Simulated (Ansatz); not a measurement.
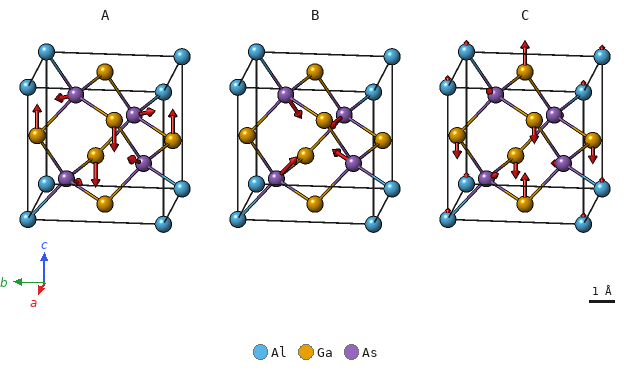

Modes of a crystal of AlGa$_{3}$As$_{4}$ (a generated structure), space group P-43m (No. 215), at the zone centre (one member of each degenerate set). The red arrows are the displacements of the atoms (eigenvector over the root of the mass), of arbitrary overall length and sign. The picture is a ball-and-stick view of the cell of the calculation, seen from a free direction.

All numbers below come from Ansatz, DFT PBEsol, scalar-relativistic, plane waves, PAW.

Frequencies are those without the non-analytic (LO–TO) term.

Give the symmetry species and the selection rules of each.

A is T₁, silent by symmetry (neither infrared- nor Raman-active) (245 cm⁻¹). B is A₁, Raman-active by symmetry (218 cm⁻¹). C is T₂, infrared- and Raman-active by symmetry (237 cm⁻¹).
